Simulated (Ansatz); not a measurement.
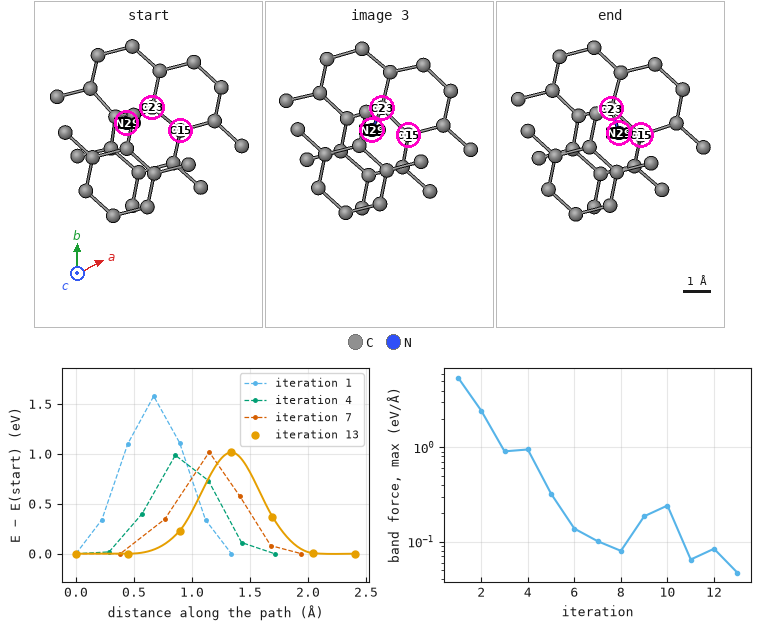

A search for the minimum-energy path of a defect cell of composition C28N (29 atoms in the cell) by the nudged elastic band. Images are numbered from 0 (start) to 6 (end). The plot follows the band through its iterations. The picture is a ball-and-stick view of the atoms within 4.2 Å of the middle of the path, seen along the c axis. The atoms that move most are ringed. Bonds to atoms that aren't drawn are left out.

These are results of Ansatz, DFT PBE, scalar-relativistic, plane waves, PAW, not measurements. Set-up: plane-wave cutoff 420 eV; k-point mesh 4 × 4 × 4; Gaussian smearing 0.1 eV; 5 movable images; climbing image.

**Did the band converge, and can the barrier be trusted?**

The run is converged, with reservations. The band converged in 13 iterations. The largest component of the band force went from 5.5 to 0.047 eV/Å. The climbing image converged on the top of the path. Its curvatures weren't checked. The first iteration put the highest image at 1.58 eV. The barrier is about 1.02 eV in both directions, with image 3 at the top; the ends have the same energy.

Limits of the set-up: the cell has an odd number of electrons but was run without spin polarisation; the periodic images lie only 6.5 Å apart, so the values are limited by the cell's size.

The run took 64 min on 4 threads of Intel(R) Xeon(R) Processor @ 2.50GHz (Skylake/Cascade Lake) (shared host), peak memory 4.2 GiB.
